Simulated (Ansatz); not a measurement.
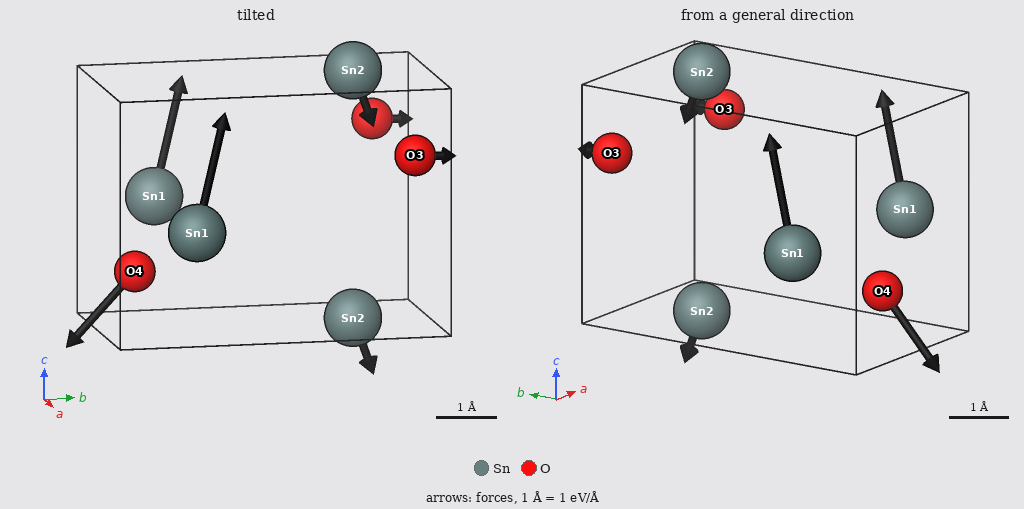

An orthographic spheres-only view of the structure, slightly off an axis and from a general direction. Lines trace the edges of the simulation cell. The arrows are the computed forces on the atoms.

System: SnO. The calculation: DFT PBEsol, scalar-relativistic, plane waves, PAW in Ansatz 0.2.0, with a kinetic-energy cutoff of 420 eV, an 8×6×6 k-point grid, Gaussian smearing of 0.05 eV, no spin polarisation.

> Has this structure been optimised to equilibrium?

No. The atoms still feel forces of up to about 1.6 eV/Å, far above a usual threshold of 0.01 to 0.03 eV/Å.

The model was built from a structure listed in the Materials Project. The cell was then strained or its atoms displaced on purpose. It was run through Ansatz as a DFT input.
